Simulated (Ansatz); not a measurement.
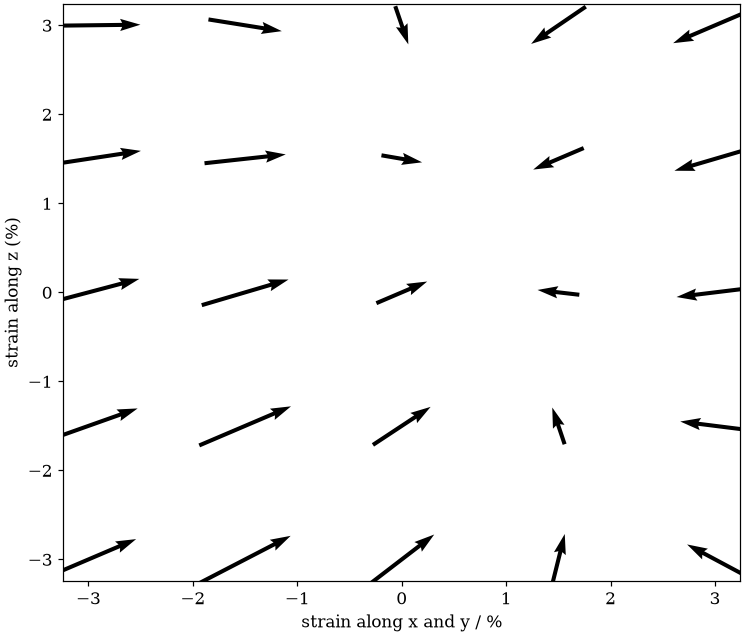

SiC (F-43m, No. 216; 2 atoms in the cell). The cell is strained homogeneously, by one strain along x and y and another along z, with fractional coordinates fixed (x, y and z along the cube axes). Coordinates scanned: (1) strain along x and y; (2) strain along z. The scan uses a 5 × 5 grid. Points are written as (first, second). The reference cell is the one listed in the database, not relaxed at this level. Method: Ansatz, DFT PBE, scalar-relativistic, plane waves, PAW. Settings: cutoff 420 eV, k-mesh 12×12×12, gaussian smearing 0.05 eV, no spin polarisation.

The picture shows arrows along the force (downhill), their lengths compressed.

The arrows alone are given. Where is the energy lowest?

The arrows converge at about (0.7 %, 0.7 %) (read from the interpolated surface).

The energy map of the same scan:

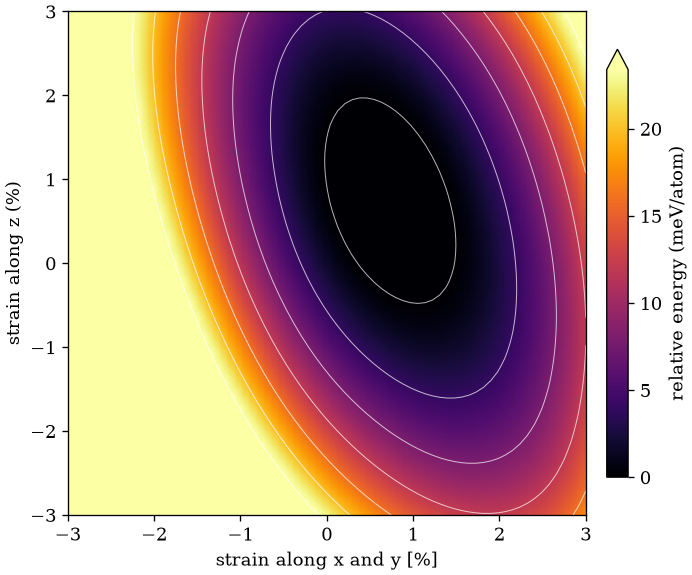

Energies are in meV/atom, from the lowest grid point; between grid points the surface is interpolated.
